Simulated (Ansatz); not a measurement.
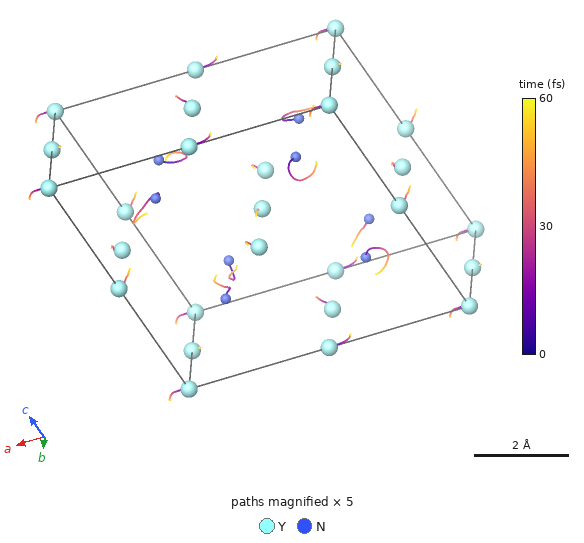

First-principles dynamics of a 16-atom cell of YN (built on the rocksalt type), 60 fs long. Lines trace each atom's path, coloured by time; spheres stand at the starting positions. The excursions are magnified 5 times. Seen from a free direction in the reduced simulation cell.

Level of theory: DFT, r2SCAN, plane waves, PAW in Ansatz 0.2.0. Run with plane-wave cutoff 500 eV; k-point mesh 2 × 2 × 2; Fermi-Dirac smearing 0.02 eV; Langevin thermostat (NVT); set temperature 200 K; time step 1.5 fs.

The input:
```yaml
crystal:
  lattice:
    - [0.0, 4.8960962849, 4.8960962849]
    - [4.8960962849, 0.0, 4.8960962849]
    - [4.8960962849, 4.8960962849, 0.0]
  atoms:
    - { symbol: "Y", position: [0.0, 0.0, 0.0] }
    - { symbol: "N", position: [0.25, 0.25, 0.25] }
    - { symbol: "Y", position: [0.0, 0.0, 0.5] }
    - { symbol: "N", position: [0.25, 0.25, 0.75] }
    - { symbol: "Y", position: [0.0, 0.5, 0.0] }
    - { symbol: "N", position: [0.25, 0.75, 0.25] }
    - { symbol: "Y", position: [0.0, 0.5, 0.5] }
    - { symbol: "N", position: [0.25, 0.75, 0.75] }
    - { symbol: "Y", position: [0.5, 0.0, 0.0] }
    - { symbol: "N", position: [0.75, 0.25, 0.25] }
    - { symbol: "Y", position: [0.5, 0.0, 0.5] }
    - { symbol: "N", position: [0.75, 0.25, 0.75] }
    - { symbol: "Y", position: [0.5, 0.5, 0.0] }
    - { symbol: "N", position: [0.75, 0.75, 0.25] }
    - { symbol: "Y", position: [0.5, 0.5, 0.5] }
    - { symbol: "N", position: [0.75, 0.75, 0.75] }
kpoints:
  mp_grid: { grid: [2, 2, 2] }
hamiltonian:
  xc: r2scan
scf:
  occupations: { method: fermi_dirac, width: 0.02 }
md:
  ensemble: nvt_langevin
  temperature: 200
  timestep: 1.5
  n_steps: 40
  initial_velocities: maxwell_boltzmann
  seed: 687
```

Launched with:
```bash
ansatz run input.yaml --threads 4 --pin off --max-ram 3686MiB --backend cpu --events-out ev --progress --plain --runs-dir out
```

> How do the atoms move?

In the second half of the run the atoms are, in the root-mean-square, this far from where they began (common drift taken out): N 0.10 Å, Y 0.08 Å. The run lasts only 60 fs, too short to tell vibration from diffusion. Over the second half the temperature averages 129 K (spread ±11 K). That is still far from the set 200 K: the thermostat hasn't settled it within this run. The potential energy is still drifting at the end, so the run hasn't reached equilibrium. The potential energy in the second half lies on average 15.6 meV per atom above the first frame.
